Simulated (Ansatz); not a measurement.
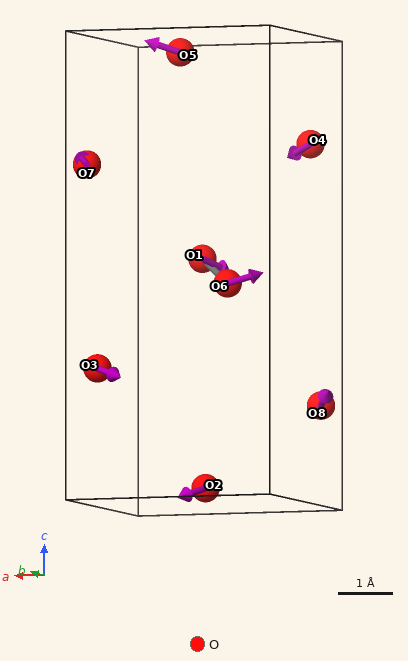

A relaxation of crystalline O (built on the database_92 type) (coarse preliminary run). The starting structure is drawn; purple arrows show the displacements (the part carried along by the change of the cell is left out), at their true length.

The picture is a ball-and-stick view of the cell of the calculation, seen from a free direction.

Case: structure listed in a database for this formula (P4_12_12, No. 92).

Method: Ansatz 0.2.0, DFT PBEsol, scalar-relativistic, plane waves, PAW. Settings: plane-wave cutoff 420 eV; k-point mesh 4 × 4 × 2; occupations gaussian; smearing width 0.1 eV; no spin polarisation; cell and atoms relaxed; force threshold 0.04 eV/Å; at most 70 steps.

What happened in the run?

Answer. The energy falls by 157 meV per atom in 13 accepted moves (20 points after the start). Largest force component: 0.58 eV/Å at the start, 0.006 eV/Å at the end. Pressure: −3.79 GPa at the start and −0.13 GPa at the end. The line search rejected the trial steps at points 2, 8, 13, 14, 18 of the run. At 2 points the geometry stayed and the basis and grid were re-selected for the new cell (energy shift of 5.5 meV per atom at most each time). The largest moves relative to the cell, 0.72 Å, are those of 8 atoms (O1, O2, O3, O4 and others). O7 goes roughly along [1 −2 0]. The drawn cell changes as follows: a = b 4.044 → 3.194 Å (−21.0 %), c 8.783 → 9.189 Å (+4.6 %); the volume changes by −34.8 %. Some distances before and after: O1–O6 1.223 → 1.212 Å. The space group stays P4_12_12 (No. 92). The run took about 29 core-seconds on a shared host.

Limits of the set-up: the k-point mesh is coarse for a cell with partly filled bands.
